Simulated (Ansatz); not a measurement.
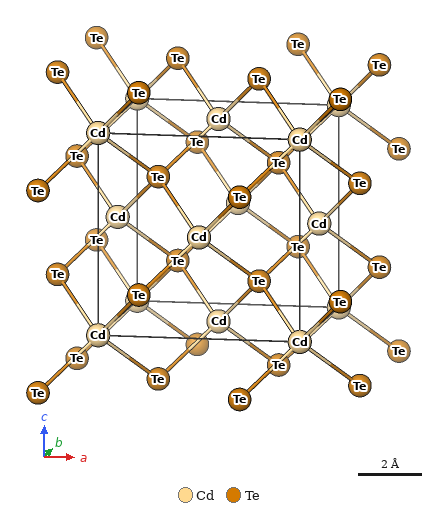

A crystal of CdTe (built on the zincblende type), before the relaxation. A ball-and-stick model of the conventional cell (4 times the calculation's cell), seen slightly off an axis. Lengths and directions refer to the drawn axes.

Theory: Ansatz 0.2.0, DFT, r2SCAN, plane waves, PAW.

Input file:
```yaml
crystal:
  lattice:
    - [0.0, 3.3103965061, 3.3103965061]
    - [3.3103965061, 0.0, 3.3103965061]
    - [3.3103965061, 3.3103965061, 0.0]
  atoms:
    - { symbol: Cd, position: [0.0, 0.0, 0.0] }
    - { symbol: Te, position: [0.25, 0.25, 0.25] }
kpoints:
  mp_grid: { grid: [6, 6, 6] }
hamiltonian:
  xc: r2scan
scf:
  occupations: { method: fermi_dirac, width: 0.02 }
relax:
  f_tol: 0.005
  cell: {}
```

Run as
```bash
ansatz run input.yaml --threads 4 --pin off --max-ram 7372MiB --backend cpu --events-out ev --progress --plain --runs-dir out
```

Where does the relaxation end?

Answer. The energy falls by 3.5 meV per atom in 2 accepted moves (3 points after the start). All forces vanish by symmetry, so only the cell relaxes. The pressure goes from −1.07 to −0.03 GPa. The SCF was repeated once at an unchanged geometry on a basis and grid sized afresh for the cell, which shifted the energy by 0.2 meV per atom at most. No atom moves by more than 0.005 Å relative to the cell. The volume changes by −2.7 %, with a = b = c 6.621 → 6.560 Å (−0.9 %). Near-neighbour distances that change, for instance: Cd1–Te2 2.867 → 2.841 Å. The space group stays F-43m (No. 216). Cost: 6.8 s on 4 threads of Arm Neoverse V2 (shared host), peak memory 0.56 GiB.

History of the run:

```
step  E − E(0), meV/atom  pressure, GPa  volume, Å³/atom                      note
   0                0.00          -1.07           36.278                          
   1               -3.25           0.45           34.885                          
   2               -3.69          -0.02           35.286                          
   3               -3.49          -0.03           35.286  same geometry, new basis
```

The structure at the end:

```xyz
2
Lattice="0.0000 3.2800 3.2800 3.2800 0.0000 3.2800 3.2800 3.2800 0.0000" Properties=species:S:1:pos:R:3 pbc="T T T"
Cd    6.5599    6.5599    6.5599
Te    1.6400    1.6400    1.6400
```

The end point in the same view:

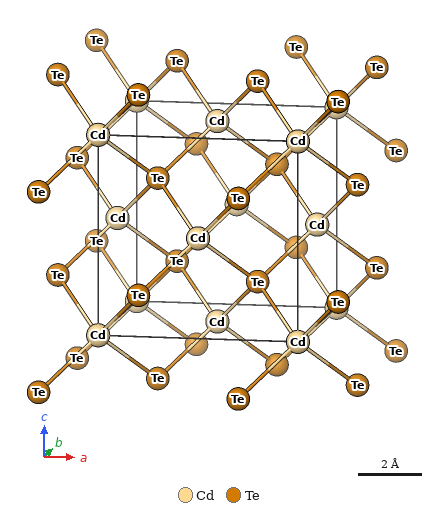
